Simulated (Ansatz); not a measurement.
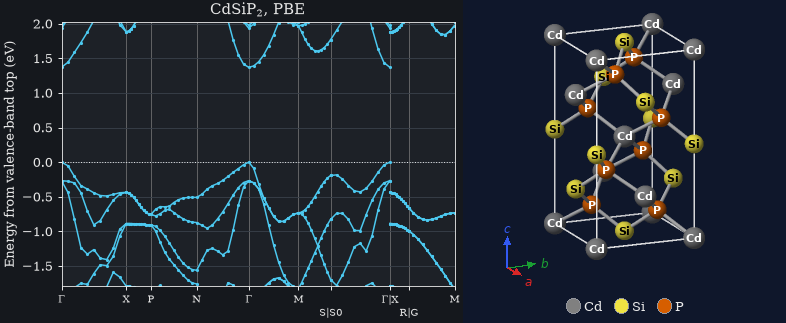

Band structure, beside the structure. Energies are counted from the top of the valence band.

System: CdSiP2, space group I-42d (No. 122), 8 atoms in the cell.

```yaml
crystal:
  lattice:
    - [-2.84686, 2.84686, 5.24206]
    - [2.84686, -2.84686, 5.24206]
    - [2.84686, 2.84686, -5.24206]
  atoms:
    - { symbol: Cd, position: [0.75000, 0.25000, 0.50000] }
    - { symbol: Cd, position: [0.00000, 0.00000, 0.00000] }
    - { symbol: Si, position: [0.50000, 0.50000, 0.00000] }
    - { symbol: Si, position: [0.25000, 0.75000, 0.50000] }
    - { symbol: P, position: [0.87500, 0.82884, 0.45384] }
    - { symbol: P, position: [0.17116, 0.62500, 0.04616] }
    - { symbol: P, position: [0.37500, 0.42116, 0.54616] }
    - { symbol: P, position: [0.57884, 0.12500, 0.95384] }
```

Computed with Ansatz: DFT, PBE, plane waves, PAW, no spin polarisation, 6×6×6 k mesh, 420 eV cutoff.

### Is there a gap? Give its size, its kind and where the band edges lie.

A semiconductor. The gap along this path is 1.37 eV and direct: both edges lie at Γ.

### How many bands meet at the valence-band top?

The top valence level at Γ is a single band, not degenerate (spin aside).
